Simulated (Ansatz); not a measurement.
Consider Mg$_{2}$O$_{5}$.

```cif
data_structure
_symmetry_space_group_name_H-M 'P 1'
_symmetry_Int_Tables_number 1
_cell_length_a 4.2441
_cell_length_b 4.2441
_cell_length_c 7.6275
_cell_angle_alpha 90.000
_cell_angle_beta 90.000
_cell_angle_gamma 120.000
_cell_volume 118.98
loop_
_atom_site_label
_atom_site_type_symbol
_atom_site_fract_x
_atom_site_fract_y
_atom_site_fract_z
_atom_site_occupancy
Mg1 Mg 0.00000 0.00000 0.00000 1
Mg2 Mg 0.00000 0.00000 0.50000 1
O1 O 0.50000 0.00000 0.50000 1
O2 O 0.00000 0.50000 0.50000 1
O3 O 0.50000 0.50000 0.50000 1
O4 O 0.00000 0.00000 0.23905 1
O5 O 0.00000 0.00000 0.76095 1
```

Space group P6/mmm; a structure generated by program, which may or may not match a known phase; spin-polarised.

All numbers below come from DFT PBE, scalar-relativistic, plane waves, PAW (Ansatz).

Question: What can the converged valence pseudo-density, electron localisation function and spin density tell about the bonding?

Answer: Mg–O (1.82 Å): the density is about 0.65 e/Å³ at the midpoint; the ELF peaks at about 0.85 in the valence shell of O, 0.6 Å from its nucleus, and is about 0.40 at the midpoint.
Mg–O (1.99 Å): the density is about 0.42 e/Å³ at the midpoint; the ELF peaks at about 0.90 in the valence shell of O, 0.7 Å from its nucleus, and is about 0.35 at the midpoint.
The spin density sits on O: +0.5 μB (×5) in one cell of 7 atoms: parallel main moments (a ferromagnetic arrangement) in this solution. The cell of the calculation (7 atoms) carries 2.9 μB of net spin moment.

Question: Does the calculation make it a metal, or give it a gap?

Answer: It is gapless in this calculation (a metal or semimetal).

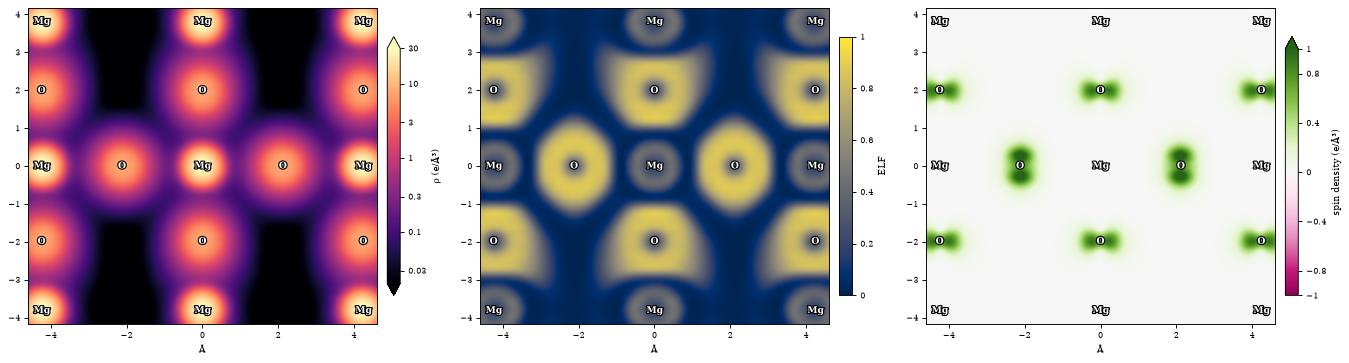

Computed valence pseudo-density, electron localisation function and spin density on the (010) plane of the conventional cell, in this order. 

In a PAW calculation such maps are meaningful between the atoms, not at the nuclei.
